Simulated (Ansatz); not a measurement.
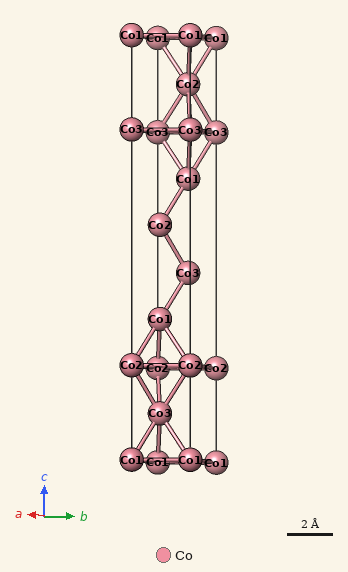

Starting structure of crystalline Co (built on the samarium (9R)_166 type) (coarse preliminary run). A ball-and-stick model of the conventional cell (3 times the calculation's cell), seen from a free direction. Lengths and directions refer to the drawn axes.

Case: samarium (9R) type (R-3m, No. 166).

The calculation used DFT r2SCAN, scalar-relativistic, plane waves, PAW in Ansatz.

The input:
```yaml
crystal:
  lattice:
    - [1.3117743877, 0.7573532958, 6.3397233053]
    - [-1.3117743877, 0.7573532958, 6.3397233053]
    - [0.0, -1.5147065918, 6.3397233053]
  atoms:
    - { symbol: Co, position: [0.0, 0.0, 0.0], spin: 2.27 }
    - { symbol: Co, position: [0.22222, 0.22222, 0.22222], spin: 2.29 }
    - { symbol: Co, position: [0.77778, 0.77778, 0.77778], spin: 2.29 }
basis:
  ecutwfc: 500
kpoints:
  mp_grid: { grid: [9, 9, 9] }
hamiltonian:
  xc: r2scan
scf:
  occupations: { method: gaussian, width: 0.1 }
  lower_state_search: "off"
output:
  forces: true
  stress: true
  eigenvalues: true
  populations: true
magnetization:
  spin_polarized: true
relax:
  adjacent_minimum: "off"
  f_tol: 0.04
  max_steps: 70
  cell: { stress_tol: 0.4 }
```

**What does the optimiser find from here?**

The energy falls by 166 meV per atom in 4 accepted moves (5 points after the start). The largest force component goes from 0.44 to 0.022 eV/Å. The pressure goes from −23.26 to −0.19 GPa. The SCF was repeated once at an unchanged geometry on a basis and grid sized afresh for the cell, which shifted the energy by 0.8 meV per atom at most. The largest moves relative to the cell, 0.007 Å, are those of Co2 and Co3. Co2 goes along +c. The drawn cell changes as follows: a = b 2.624 → 2.480 Å (−5.5 %), c 19.019 → 18.140 Å (−4.6 %); the volume changes by −14.8 %. Some distances before and after: Co1–Co1 2.624 → 2.480 Å, Co1–Co2 2.600 → 2.467 Å, Co2–Co3 2.600 → 2.483 Å. The space group stays R-3m (No. 166).

The structure at the end:

```
Co
1.0
     1.23986    0.71584    6.04653
    -1.23986    0.71584    6.04653
     0.00000   -1.43167    6.04653
Co
3
Direct
  0.00000 0.00000 0.00000
  0.22259 0.22259 0.22259
  0.77741 0.77741 0.77741
```

The end point in the same view:

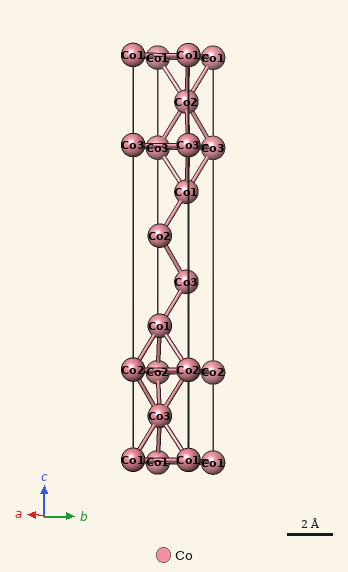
